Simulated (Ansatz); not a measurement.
```yaml
crystal:
  lattice:
    - [2.43880, -1.72449, 2.98691]
    - [2.43880, 3.44899, 0.00000]
    - [-2.43880, 1.72449, 2.98691]
  atoms:
    - { symbol: Na, position: [0.00000, 0.00000, 0.00000] }
    - { symbol: Na, position: [0.50000, 0.50000, 0.50000] }
```

Space group Im-3m; the program warned that a starting moment wasn't kept; spin-polarised, but the moments vanished.

Level of theory: Kohn-Sham DFT of a periodic cell, exchange-only PBE, JTH PAW in Ansatz 0.2.0.

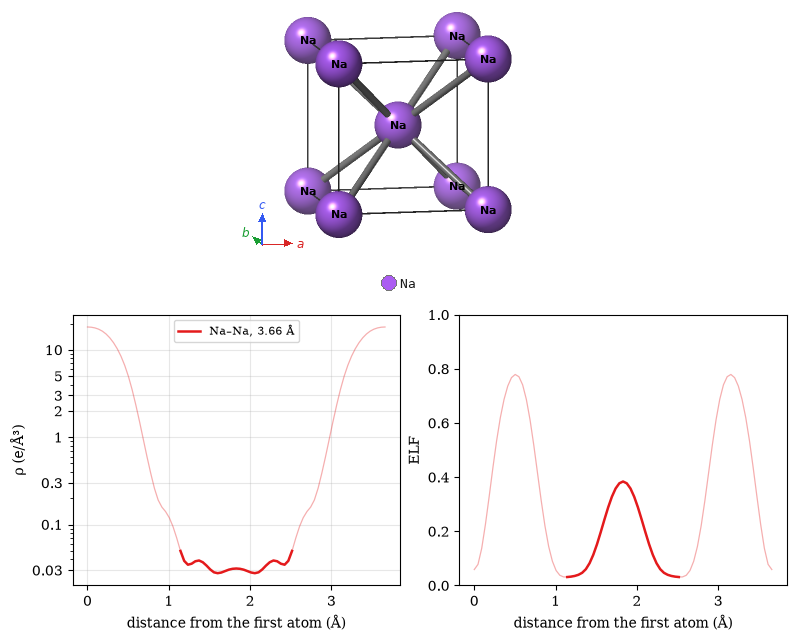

Na. Valence charge density (pseudo) and electron localisation function along straight lines between neighbouring atoms. Thin, pale parts lie inside the atomic spheres. The structure is drawn too.

The density is the valence pseudo-density of a PAW calculation; it isn't the true density close to the nuclei.

What can be read from the curves?

Na–Na (3.66 Å): ρ is about 0.03 e/Å³ halfway, with its minimum of 0.03 e/Å³ about 1.6 Å from Na; the ELF is about 0.40 at the midpoint.
